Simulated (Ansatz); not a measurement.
Read the following structure.

```
Sn O
1.0
     3.79810    0.00001   -0.00006
     0.00004    7.58464   -0.00001
    -0.00009    0.00000    4.72485
Sn O
4 4
Direct
  0.00000 0.00000 0.00000
  0.49998 0.75000 0.50917
  0.00000 0.50000 0.00000
  0.49999 0.25000 0.50917
  0.49999 0.00000 0.75488
  0.99999 0.75000 0.75430
  0.49999 0.50000 0.75488
  0.99999 0.25000 0.75430
```

Characterise the structure given above.

It has the composition SnO. Within 0.01 Å the space group is P4/nmm (No. 129), primitive tetragonal. In the cell are 4 Sn, 4 O, which makes 4 formula units. The coordination shell of Sn holds four O at 2.22 Å. O sits among four Sn in a distorted tetrahedral arrangement at 2.22 Å. The bonds build SnO layers parallel to (001).

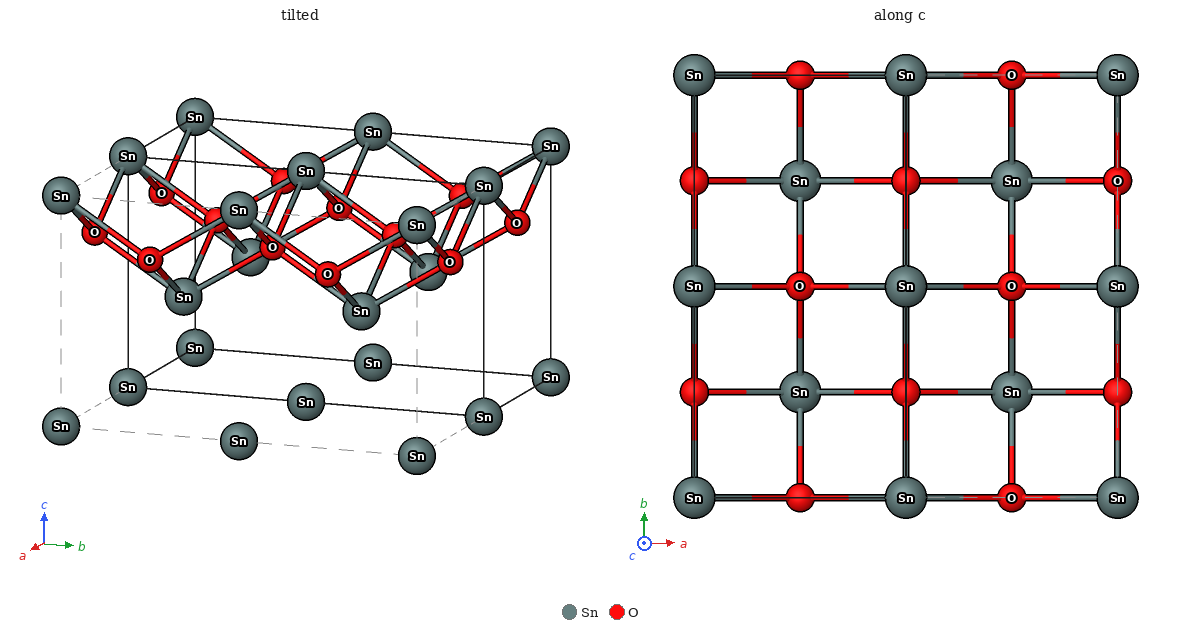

Shown here is a ball-and-stick view of the crystal, taken slightly off an axis and along the c axis. Shown are 2×1×1 repeats of the unit cell, one of them outlined in solid lines. Colours: tin teal, oxygen red.

The model was built from a structure listed in the Materials Project. The picture shows the end point of a geometry optimisation with DFT, PBEsol, plane waves, PAW (Ansatz 0.2.0).
